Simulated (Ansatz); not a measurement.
# Σ9 (221) boundary in fcc Rh with Re (substitutional): structure and resistance

Wanted: what the Σ9 (221) boundary in fcc Rh with Re (substitutional) costs an interconnect.

Program: Ansatz 0.2.0. Level of theory: Ansatz plane-wave DFT, PBE, PAW files; relaxation of a bicrystal slab with its lowest layers held; PAW set soft_1, in the first sound run; inputs show where later runs differ. Results are calculated unless marked as measured.

### Step 1. The structure

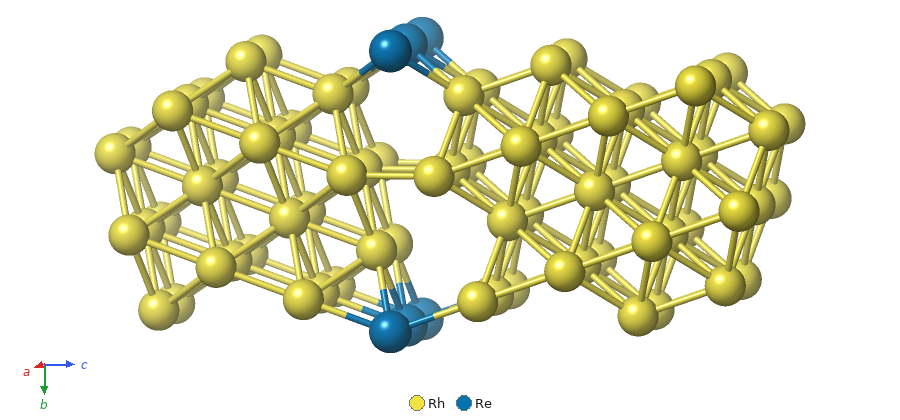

The starting structure, seen from the side, with the c axis across the page (rhodium yellow, rhenium blue). 2×1×1 cells are drawn. Some periodic images of atoms are drawn too.

The cell holds 30 atoms: 29 Rh and 1 Re. Cell: a = 2.689 Å, b = 8.068 Å, c = 30.016 Å, α = 90.0°, β = 90.0°, γ = 90.0°. It derives from Rh. built on the (2 2 1) plane; 2 overlapping atoms removed and the grains opened by 0 Å. Vacuum lies along c.

### Step 2. Relaxing the bicrystal

The boundary is built by mirroring the lower grain in the boundary plane and removing any atoms that overlap; then the Re is put in at the boundary. A thin bicrystal slab is relaxed first, with the lowest layers held and the upper grain free to shift and open.

File input.yaml:

```yaml
crystal:
  lattice:
    - [2.6891977995, 0.0, 0.0]
    - [0.0, 8.0675933986, 0.0]
    - [0.0, 0.0, 30.0155]
  atoms:
    - { symbol: Rh, position: [0.4999999998, 0.3888888889, 0.1665806] }
    - { symbol: Rh, position: [0.9999999998, 0.6666666666, 0.1876980227] }
    - { symbol: Rh, position: [0.4999999998, 0.9444444444, 0.2088154454] }
    - { symbol: Rh, position: [0.9999999998, 0.2222222222, 0.229932868] }
    - { symbol: Rh, position: [0.4999999998, 0.5, 0.2510502907] }
    - { symbol: Rh, position: [0.9999999999, 0.7777777778, 0.2721677133] }
    - { symbol: Rh, position: [0.4999999999, 0.0555555555, 0.293285136] }
    - { symbol: Rh, position: [0.9999999999, 0.3333333333, 0.3144025587] }
    - { symbol: Rh, position: [0.4999999999, 0.6111111111, 0.3355199813] }
    - { symbol: Rh, position: [0.9999999999, 0.8888888889, 0.356637404] }
    - { symbol: Rh, position: [0.4999999999, 0.1666666667, 0.3777548267] }
    - { symbol: Rh, position: [1.0, 0.4444444444, 0.3988722493] }
    - { symbol: Rh, position: [0.5, 0.7222222222, 0.419989672] }
    - { symbol: Re, position: [0.0, 0.0, 0.4411070947] }
    - { symbol: Rh, position: [1.0, 0.4444444444, 0.48334194] }
    - { symbol: Rh, position: [0.4999999999, 0.1666666667, 0.5044593627] }
    - { symbol: Rh, position: [0.9999999999, 0.8888888889, 0.5255767853] }
    - { symbol: Rh, position: [0.4999999999, 0.6111111111, 0.546694208] }
    - { symbol: Rh, position: [0.9999999999, 0.3333333333, 0.5678116307] }
    - { symbol: Rh, position: [0.4999999999, 0.0555555555, 0.5889290533] }
    - { symbol: Rh, position: [0.9999999999, 0.7777777778, 0.610046476] }
    - { symbol: Rh, position: [0.4999999998, 0.5, 0.6311638987] }
    - { symbol: Rh, position: [0.9999999998, 0.2222222222, 0.6522813213] }
    - { symbol: Rh, position: [0.4999999998, 0.9444444444, 0.673398744] }
    - { symbol: Rh, position: [0.9999999998, 0.6666666666, 0.6945161666] }
    - { symbol: Rh, position: [0.4999999998, 0.3888888889, 0.7156335893] }
    - { symbol: Rh, position: [0.9999999997, 0.1111111111, 0.736751012] }
    - { symbol: Rh, position: [0.4999999997, 0.8333333333, 0.7578684346] }
    - { symbol: Rh, position: [0.9999999997, 0.5555555555, 0.7789858573] }
    - { symbol: Rh, position: [0.4999999997, 0.2777777777, 0.80010328] }
kpoints:
  mp_grid: { grid: [9, 3, 1] }
hamiltonian:
  xc: pbe
  pseudopotentials: { kind: paw, azcp: { folder: soft_1 } }
scf:
  occupations: { method: fermi_dirac, width: 0.1 }
relax:
  f_tol: 0.03
  max_steps: 80
  constraints: [{ sites: [0, 1, 2, 3, 4] }]
```

Launch:

```console
$ ansatz run input.yaml --threads 4 --pin off --max-ram 15360MiB --backend cpu --events-out ev --progress --plain --runs-dir out
```

Numbers of over 12 decimals in the logs are rounded to 6 here.

The program printed:

```text
Engine: ansatz 0.2.0, aarch64-unknown-linux-gnu
Pseudopotentials: kind: paw
Pseudopotential: Rh, paw, valence charge 17, recommended cutoff 420 eV (normal), soft_1/Rh.paw.azcp
Pseudopotential: Re, paw, valence charge 15, recommended cutoff 420 eV (normal), soft_1/Re.paw.azcp
Functional definition: PBE
  parameter kappa = 0.804
  parameter beta = 0.066725
  exchange = pbe_x(kappa = kappa, mu = beta*pi^2/3)
  correlation = pbe_c(beta = beta)
Crystal: 30 atoms, lattice volume = 651.197 Å³
Basis set: ecut = 420 eV, 12787 PW (Γ), exchange–correlation on 36×108×432 points (8 copies of the dense FFT grid, shifted against one another)
Bands: 305, of which v1, the nominal top of the filled ones, is band 254 counted from 1 (253 counted from 0)
Symmetry: 2 space group operations
Space group: Pm (ITA 6), of the structure as read, at distance tolerance 8.7e-5 Å
k-points: 10 of 27 (time reversal used)
Non-local potential: Rh, projectors of the file, l = 0: 3, l = 1: 2, l = 2: 2, l = 3: 1
Non-local potential: Re, projectors of the file, l = 0: 3, l = 1: 2, l = 2: 2, l = 3: 1
PAW form: soft (Blöchl's): semilocal exchange-correlation on the pseudo side does not see the compensation charge
PAW one-centre angular grid: Rh, 590 points (default); XC on 64 Gauss nodes
PAW one-centre angular grid: Re, 590 points (default); XC on 64 Gauss nodes
Initial density: superposition of atomic densities (neutral atoms: chi_scale 0, normalization atom)
Initial wavefunctions: pseudopotential atomic-orbital guess
Functional: x = pbe(κ = 0.804, μ = 0.219515), c = pbe(β = 0.066725)
SCF iter   1: F=—  HF=-196560.663011 eV  |F-HF|=—  |Δ(HF+E_count)|=         —  Δρ=8.61e-2  dr2=9.28e1  ethr=3.10e-3  ⟨swp⟩=6.0  Hψ=10315  notcnv=0  defer=61
preconditioner: auto → LDOS  [metal: Δε(μ)=0.009 eV  Ē_g=5.681 eV  σ=0.100 eV  W_gap=0.02  n_scr=192 (ndim 8)  ℏωp=23.8 eV  f_vac=0.309  D(μ)=41.36/eV (n_scr^D=466)  β→1.0]
SCF iter   2: F=—  HF=-196567.039200 eV  |F-HF|=—  |Δ(HF+E_count)|=    6.38e0  Δρ=1.04e-1  dr2=7.10e1  ethr=3.10e-3  ⟨swp⟩=3.0  Hψ=8169  notcnv=0  defer=108
SCF iter   3: F=—  HF=-196547.209748 eV  |F-HF|=—  |Δ(HF+E_count)|=    1.98e1  Δρ=1.62e-2  dr2=1.61e0  ethr=3.10e-3  ⟨swp⟩=2.1  Hψ=6392  notcnv=0  defer=143
SCF iter   4: F=—  HF=-196546.838094 eV  |F-HF|=—  |Δ(HF+E_count)|=   3.72e-1  Δρ=4.04e-3  dr2=2.23e-1  ethr=3.17e-4  ⟨swp⟩=3.3  Hψ=7642  notcnv=0  defer=132
SCF iter   5: F=—  HF=-196546.798048 eV  |F-HF|=—  |Δ(HF+E_count)|=   4.00e-2  Δρ=1.40e-3  dr2=3.50e-2  ethr=4.38e-5  ⟨swp⟩=2.0  Hψ=4466  notcnv=0  defer=132
SCF iter   6: F=—  HF=-196546.796821 eV  |F-HF|=—  |Δ(HF+E_count)|=   1.23e-3  Δρ=4.43e-4  dr2=5.21e-3  ethr=6.88e-6  ⟨swp⟩=2.0  Hψ=4285  notcnv=0  defer=132
SCF iter   7: F=—  HF=-196546.796590 eV  |F-HF|=—  |Δ(HF+E_count)|=   2.32e-4  Δρ=2.32e-4  dr2=7.36e-4  ethr=1.03e-6  ⟨swp⟩=2.1  Hψ=4451  notcnv=0  defer=132
SCF iter   8: F=—  HF=-196546.796505 eV  |F-HF|=—  |Δ(HF+E_count)|=   8.45e-5  Δρ=7.26e-5  dr2=7.81e-5  ethr=1.45e-7  ⟨swp⟩=2.0  Hψ=4434  notcnv=0  defer=132
SCF iter   9: F=-196546.796513 eV  HF=-196546.796519 eV  |F-HF|=5.95e-6  |Δ(HF+E_count)|=   1.41e-5  Δρ=2.75e-5  dr2=9.79e-6  ethr=4.43e-9  ⟨swp⟩=4.0  Hψ=9619  notcnv=0
SCF 1 converged in 9 iterations: F = -196546.796513 eV  dr2 = 9.79e-6
  greatest PAW one-centre occupation: 1.000 electrons in one spin orbital (limit 2), on the Rh atom at site 15 (counted from 0), in its partial waves of l = 0
relax step   1: F+E_penalty+E_count = -196546.79651337 eV  Δ(F+E_penalty+E_count) = +0.000e0 eV  max|allowed force component| = 1.172e0 eV/Å  Δτ_max = 0.0000 Å  (9 SCF iters, dr2 threshold 2.25e-5 eV, accepted)
Initial density: handed on by an earlier stage of this run
Initial wavefunctions: those handed on with the density
iter 1 solved again at ethr=8.00e-4 eV; its pass at ethr=3.10e-3 eV (dr2=4.06e0 eV) is discarded
SCF iter   1: F=—  HF=-196547.421120 eV  |F-HF|=—  |Δ(HF+E_count)|=         —  Δρ=1.14e-2  dr2=4.34e0  ethr=8.00e-4  ⟨swp⟩=1.0  Hψ=10225  notcnv=0  defer=118
eigensolver tolerance schedule calibrated: the retry pair's looser diagonalisation under-reported the residual by θ = 0.06 (0.11/decade); ethr = c·dr2/N_el runs at the constant in force after the calibration composes with the one it found (an armed cap, an earlier calibration), c = 8.8e-2
preconditioner: auto → LDOS  [metal: Δε(μ)=0.018 eV  Ē_g=5.485 eV  σ=0.100 eV  W_gap=0.04  n_scr=192 (ndim 8)  ℏωp=23.8 eV  f_vac=0.312  D(μ)=46.00/eV (n_scr^D=532)  β→1.0]
SCF iter   2: F=—  HF=-196547.357749 eV  |F-HF|=—  |Δ(HF+E_count)|=   6.34e-2  Δρ=4.07e-3  dr2=1.47e-1  ethr=7.55e-4  ⟨swp⟩=2.0  Hψ=3094  notcnv=0  defer=118
SCF iter   3: F=—  HF=-196547.337696 eV  |F-HF|=—  |Δ(HF+E_count)|=   2.01e-2  Δρ=2.21e-3  dr2=4.89e-2  ethr=2.57e-5  ⟨swp⟩=3.0  Hψ=6488  notcnv=0  defer=118
SCF iter   4: F=—  HF=-196547.326487 eV  |F-HF|=—  |Δ(HF+E_count)|=   1.12e-2  Δρ=4.68e-4  dr2=3.94e-3  ethr=8.51e-6  ⟨swp⟩=2.3  Hψ=4894  notcnv=0  defer=120
SCF iter   5: F=—  HF=-196547.325849 eV  |F-HF|=—  |Δ(HF+E_count)|=   6.38e-4  Δρ=1.77e-4  dr2=5.57e-4  ethr=6.86e-7  ⟨swp⟩=2.9  Hψ=4991  notcnv=0  defer=120
SCF iter   6: F=-196547.325811 eV  HF=-196547.325866 eV  |F-HF|=5.54e-5  |Δ(HF+E_count)|=   1.68e-5  Δρ=6.80e-5  dr2=6.83e-5  ethr=1.50e-8  ⟨swp⟩=3.1  Hψ=11344  notcnv=0
SCF 2 converged in 6 iterations: F = -196547.325811 eV  dr2 = 6.83e-5
  greatest PAW one-centre occupation: 1.000 electrons in one spin orbital (limit 2), on the Rh atom at site 10 (counted from 0), in its partial waves of l = 0
relax step   2: F+E_penalty+E_count = -196547.32581067 eV  Δ(F+E_penalty+E_count) = -5.293e-1 eV  max|allowed force component| = 7.449e-1 eV/Å  Δτ_max = 0.1963 Å  (6 SCF iters, dr2 threshold 8.59e-5 eV, accepted)
iter 1 solved again at ethr=2.84e-4 eV; its pass at ethr=3.10e-3 eV (dr2=1.44e0 eV) is discarded
SCF iter   1: F=—  HF=-196547.548278 eV  |F-HF|=—  |Δ(HF+E_count)|=         —  Δρ=8.12e-3  dr2=1.50e0  ethr=2.84e-4  ⟨swp⟩=1.1  Hψ=9905  notcnv=0  defer=124
preconditioner: auto → LDOS  [metal: Δε(μ)=0.005 eV  Ē_g=5.502 eV  σ=0.100 eV  W_gap=0.01  n_scr=192 (ndim 8)  ℏωp=23.8 eV  f_vac=0.313  D(μ)=45.79/eV (n_scr^D=532)  β→1.0]
SCF iter   2: F=—  HF=-196547.523857 eV  |F-HF|=—  |Δ(HF+E_count)|=   2.44e-2  Δρ=3.39e-3  dr2=9.69e-2  ethr=2.84e-4  ⟨swp⟩=2.1  Hψ=4510  notcnv=0  defer=124
SCF iter   3: F=—  HF=-196547.511294 eV  |F-HF|=—  |Δ(HF+E_count)|=   1.26e-2  Δρ=2.30e-3  dr2=5.29e-2  ethr=1.91e-5  ⟨swp⟩=2.8  Hψ=6115  notcnv=0  defer=124
SCF iter   4: F=—  HF=-196547.500830 eV  |F-HF|=—  |Δ(HF+E_count)|=   1.05e-2  Δρ=9.16e-4  dr2=7.70e-3  ethr=1.04e-5  ⟨swp⟩=2.1  Hψ=4277  notcnv=0  defer=124
SCF iter   5: F=—  HF=-196547.499536 eV  |F-HF|=—  |Δ(HF+E_count)|=   1.29e-3  Δρ=2.28e-4  dr2=8.09e-4  ethr=1.52e-6  ⟨swp⟩=2.1  Hψ=4636  notcnv=0  defer=125
SCF iter   6: F=—  HF=-196547.499423 eV  |F-HF|=—  |Δ(HF+E_count)|=   1.13e-4  Δρ=6.66e-5  dr2=5.62e-5  ethr=1.59e-7  ⟨swp⟩=2.0  Hψ=4327  notcnv=0  defer=125
SCF iter   7: F=-196547.499420 eV  HF=-196547.499422 eV  |F-HF|=1.97e-6  |Δ(HF+E_count)|=   1.64e-6  Δρ=1.41e-5  dr2=2.55e-6  ethr=6.83e-9  ⟨swp⟩=4.2  Hψ=9445  notcnv=0
SCF 3 converged in 7 iterations: F = -196547.499420 eV  dr2 = 2.55e-6
  greatest PAW one-centre occupation: 1.000 electrons in one spin orbital (limit 2), on the Rh atom at site 24 (counted from 0), in its partial waves of l = 0
relax step   3: F+E_penalty+E_count = -196547.49941975 eV  Δ(F+E_penalty+E_count) = -1.736e-1 eV  max|allowed force component| = 3.936e-1 eV/Å  Δτ_max = 0.1916 Å  (7 SCF iters, dr2 threshold 3.47e-5 eV, accepted)
[...]
relax step   4: F+E_penalty+E_count = -196547.56694949 eV  Δ(F+E_penalty+E_count) = -6.753e-2 eV  max|allowed force component| = 1.556e-1 eV/Å  Δτ_max = 0.1729 Å  (7 SCF iters, dr2 threshold 4.33e-5 eV, accepted)
[...]
relax step   5: F+E_penalty+E_count = -196547.57378288 eV  Δ(F+E_penalty+E_count) = -6.833e-3 eV  max|allowed force component| = 5.910e-2 eV/Å  Δτ_max = 0.0335 Å  (6 SCF iters, dr2 threshold 3.78e-6 eV, accepted)
SCF iter   1: F=—  HF=-196547.574701 eV  |F-HF|=—  |Δ(HF+E_count)|=         —  Δρ=5.66e-4  dr2=2.21e-3  ethr=5.64e-6  ⟨swp⟩=2.2  Hψ=5315  notcnv=0  defer=128
preconditioner: auto → LDOS  [metal: Δε(μ)=0.006 eV  Ē_g=5.524 eV  σ=0.100 eV  W_gap=0.01  n_scr=192 (ndim 8)  ℏωp=23.8 eV  f_vac=0.315  D(μ)=45.35/eV (n_scr^D=530)  β→1.0]
SCF iter   2: F=—  HF=-196547.574617 eV  |F-HF|=—  |Δ(HF+E_count)|=   8.44e-5  Δρ=2.42e-4  dr2=5.20e-4  ethr=4.35e-7  ⟨swp⟩=2.0  Hψ=4996  notcnv=0  defer=128
SCF iter   3: F=—  HF=-196547.574505 eV  |F-HF|=—  |Δ(HF+E_count)|=   1.12e-4  Δρ=9.22e-5  dr2=7.38e-5  ethr=1.02e-7  ⟨swp⟩=3.3  Hψ=5840  notcnv=0  defer=128
SCF iter   4: F=—  HF=-196547.574934 eV  |F-HF|=—  |Δ(HF+E_count)|=   4.29e-4  Δρ=2.35e-5  dr2=6.56e-6  ethr=1.45e-8  ⟨swp⟩=2.7  Hψ=5199  notcnv=0  defer=128
SCF iter   5: F=—  HF=-196547.574933 eV  |F-HF|=—  |Δ(HF+E_count)|=   1.24e-6  Δρ=5.46e-6  dr2=5.98e-7  ethr=1.29e-9  ⟨swp⟩=2.1  Hψ=4701  notcnv=0  defer=128
SCF iter   6: F=-196547.574933 eV  HF=-196547.574933 eV  |F-HF|=6.95e-8  |Δ(HF+E_count)|=   1.23e-8  Δρ=2.49e-6  dr2=8.99e-8  ethr=1.97e-11  ⟨swp⟩=5.0  Hψ=10986  notcnv=0
SCF 6 converged in 6 iterations: F = -196547.574933 eV  dr2 = 8.99e-8
relax step   6: F+E_penalty+E_count = -196547.57493284 eV  Δ(F+E_penalty+E_count) = -1.150e-3 eV  max|allowed force component| = 2.561e-2 eV/Å  Δτ_max = 0.0103 Å  (6 SCF iters, accepted)
SCF converged after 6 iterations
Free energy (F): -196547.574933 eV
Harris-Foulkes:  -196547.574933 eV  (|F-HF|=6.95e-8)
Internal energy: -196546.071366 eV  (E = F + TS)
E sigma→0 (E₀):  -196546.823149 eV
Entropy (-TS):   -1.503567 eV (-50.119 meV/atom)
Fermi energy:    12.483666 eV
--- Per-component energies (eV) ---
  E_band       = -7501.199868
  E_kinetic    = 16083.113085
  E_local      = -669112.669564  (includes V_loc(G=0)·N_el)
  E_nonlocal   = 8741.370118
  E_hartree    = 326467.864302
  E_xc         = -6193.870246
  E_vxc        = -7613.331218  (∫ρ·V_xc dr)
  E_paw        = -113204.302672  (= ΣΔE_a)
  E_vpaw       = -8535.402994  (= ΣTr[D̂ρ^β])
  E_aug_tail   = 0.002369  (compensation charges beyond the density's cutoff)
  E_ewald      = 240672.421243
  E_smearing   = -1.503567  (= −TS)
  E_closure    = 0.000000  (closes the sum)
  Σ components = -196547.574933   (vs F -196547.574933, Δ=0.00e0)
--- Forces (eV/Å), atoms counted from 1 ---
  atom   1  Rh     0.00000000     0.29646222     0.78237067
  atom   2  Rh     0.00000000    -0.18210085     0.00118021
  atom   3  Rh     0.00000000    -0.02609941     0.03888498
  atom   4  Rh     0.00000000    -0.28019317    -0.42502245
  atom   5  Rh     0.00000000     0.19413035    -0.39489587
  atom   6  Rh     0.00000000     0.00350811     0.00221333
  atom   7  Rh     0.00000000     0.00472363     0.00525752
  atom   8  Rh     0.00000000    -0.00491587     0.00295651
  atom   9  Rh     0.00000000     0.00028627     0.00064522
  atom  10  Rh     0.00000000    -0.00208621     0.00064997
  atom  11  Rh     0.00000000     0.00085549    -0.00537064
  atom  12  Rh     0.00000000     0.00715190     0.00559149
  atom  13  Rh     0.00000000    -0.00008202    -0.00895781
  atom  14  Re     0.00000000     0.00149304    -0.02561317
  atom  15  Rh     0.00000000    -0.00547491     0.00783617
  atom  16  Rh     0.00000000     0.00210144    -0.00474027
  atom  17  Rh     0.00000000    -0.00211719     0.00334415
  atom  18  Rh     0.00000000    -0.00672438    -0.00472695
  atom  19  Rh     0.00000000     0.00944611     0.00019611
  atom  20  Rh     0.00000000    -0.00126343     0.00382204
  atom  21  Rh     0.00000000    -0.00841678     0.00493733
  atom  22  Rh     0.00000000    -0.00457818    -0.00075517
  atom  23  Rh     0.00000000     0.00357561     0.00243684
  atom  24  Rh     0.00000000     0.00209943     0.00455238
  atom  25  Rh     0.00000000     0.00027939     0.00125066
  atom  26  Rh     0.00000000     0.00074695     0.00136020
  atom  27  Rh     0.00000000    -0.00179157    -0.00090514
  atom  28  Rh     0.00000000     0.00018208     0.00184247
  atom  29  Rh     0.00000000     0.00053987    -0.00146291
  atom  30  Rh     0.00000000    -0.00172887     0.00109710
  max |Σ_I F_I| component: 2.50e-5 eV/Å
--- Relaxed structure (6 steps of the walk, 6 accepted, 0 SCFs on fresh bases) ---
  F+E_penalty+E_count = -196547.57493284 eV   max|allowed force component| = 2.561e-2 eV/Å
  atoms:
    - { symbol: Rh, position: [0.5, 0.388889, 0.166581] }
    - { symbol: Rh, position: [1.0, 0.6666666666, 0.187698] }
    - { symbol: Rh, position: [0.5, 0.944444, 0.208815] }
    - { symbol: Rh, position: [1.0, 0.222222, 0.229933] }
    - { symbol: Rh, position: [0.5, 0.500000, 0.2510502907] }
    - { symbol: Rh, position: [1.0, 0.782891, 0.271544] }
    - { symbol: Rh, position: [0.5, 0.056432, 0.294372] }
    - { symbol: Rh, position: [1.0, 0.338229, 0.314067] }
    - { symbol: Rh, position: [0.5, 0.615319, 0.334317] }
    - { symbol: Rh, position: [1.0, 0.882450, 0.361850] }
    - { symbol: Rh, position: [0.5, 0.171966, 0.379970] }
    - { symbol: Rh, position: [1.0, 0.457676, 0.397689] }
    - { symbol: Rh, position: [0.5, 0.727689, 0.439469] }
    - { symbol: Re, position: [0.0, 0.00974274, 0.439293] }
    - { symbol: Rh, position: [1.0, 0.456150, 0.480005] }
    - { symbol: Rh, position: [0.5, 0.174215, 0.498046] }
    - { symbol: Rh, position: [1.0, 0.883335, 0.516567] }
    - { symbol: Rh, position: [0.5, 0.613854, 0.542422] }
    - { symbol: Rh, position: [1.0, 0.336189, 0.564900] }
    - { symbol: Rh, position: [0.5, 0.052605, 0.583511] }
    - { symbol: Rh, position: [1.0, 0.778435, 0.606324] }
    - { symbol: Rh, position: [0.5, 0.502543, 0.628399] }
    - { symbol: Rh, position: [1.0, 0.221527, 0.648018] }
    - { symbol: Rh, position: [0.5, 0.947807, 0.670240] }
    - { symbol: Rh, position: [1.0, 0.669642, 0.690776] }
    - { symbol: Rh, position: [0.5, 0.387465, 0.711645] }
    - { symbol: Rh, position: [1.0, 0.108206, 0.735347] }
    - { symbol: Rh, position: [0.5, 0.831143, 0.754282] }
    - { symbol: Rh, position: [1.0, 0.557451, 0.774392] }
    - { symbol: Rh, position: [0.5, 0.285502, 0.794021] }
```

Wall time 8.3 min (4 threads of Arm Neoverse V1, shared host); peak memory 4.1 GiB; 33 min of CPU time.

(Part 1 of 2 ends here.)

[Logs are printed without paths, hosts, clocks, repeated set-up lines and the standing remarks that a program may print on its own settings, such as how far it seeks lower states.]

[Hosts, paths, dates, database ids (printed as entryN), source tags and the programs' standing remarks are cut or masked in the printed files.]
